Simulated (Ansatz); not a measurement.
TiAl

```
Ti Al
1.0
     2.83730    2.83730    0.00000
    -2.83730    2.83730    0.00000
     0.00000    0.00000    4.05910
Ti Al
2 2
Direct
  0.47508 0.50000 0.95073
  0.97508 0.00000 0.95073
  0.00000 0.50000 0.50000
  0.50000 0.00000 0.50000
```

Space group Cm; changed on purpose from its base cell (atom 1 (Ti) moved by (-0.100, -0.200) A along [1 1 0] and z); not relaxed (largest force 1.3 eV/Å); computed without spin polarisation.

Level of theory: DFT PBE, scalar-relativistic, plane waves, PAW (Ansatz).

In a PAW calculation such maps are meaningful between the atoms, not at the nuclei.

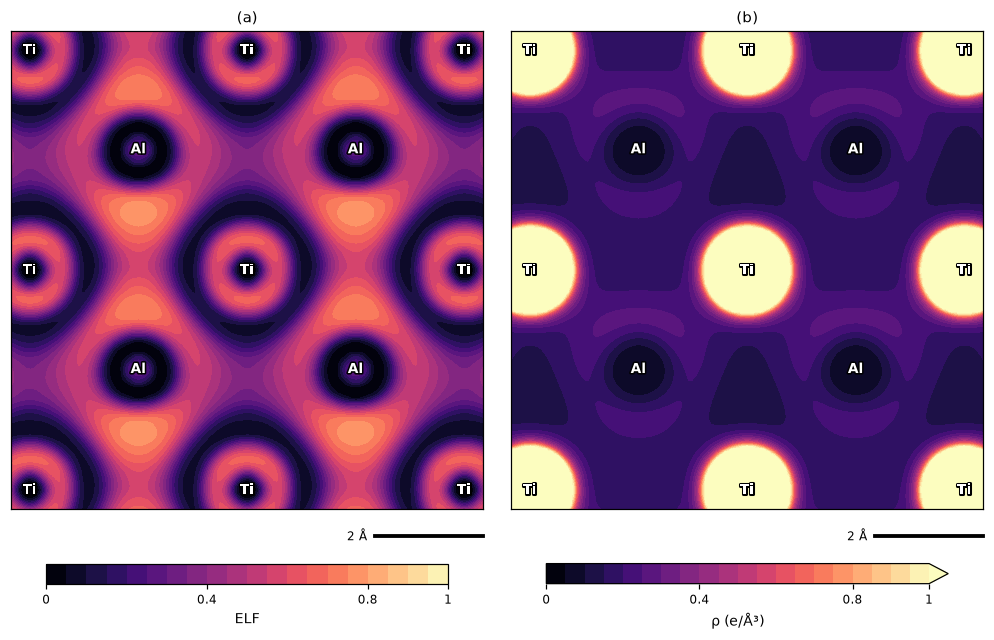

Figure 1. (a) electron localisation function; (b) valence pseudo-density on the (100) plane of the conventional cell.

**Interpret the plot.**

The plane passes through Ti and Al nuclei.
Ti–Al (2.72 Å): ρ at the midpoint is about 0.24 e/Å³; the ELF is about 0.35 at the midpoint.
Ti–Al (3.00 Å): ρ is about 0.17 e/Å³ halfway; the ELF is about 0.40 at the midpoint.
Between the atoms the lowest density in this plane is 0.12 e/Å³.
The features right at Ti lie inside the PAW spheres, where the map follows smoothed inner orbitals and isn't to be read closely.

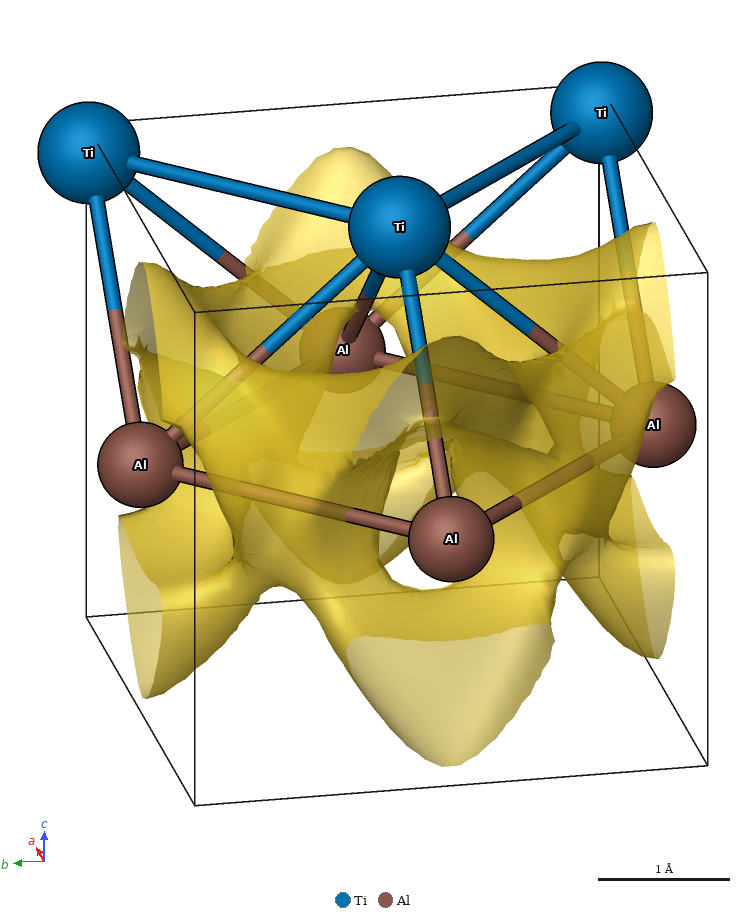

Figure 2. Isosurface of the ELF at 0.6 (yellow), seen at an oblique angle. Core shells and regions of very low density are left out. Sticks mark near contacts.

**Identify the bonds, lone pairs and shells in this picture.**

At this value the surface marks out sheets that run through the cell in two directions, counted in one cell of 4 atoms. Regions shared between cells count once.


Ti–Al (2.64 Å): the ELF is about 0.35 at the midpoint. Ti–Ti (2.84 Å): the ELF is about 0.30 at the midpoint.

**Does the calculation make it a metal, or give it a gap?**

It is metallic or semimetallic at this level of theory: no gap opens.
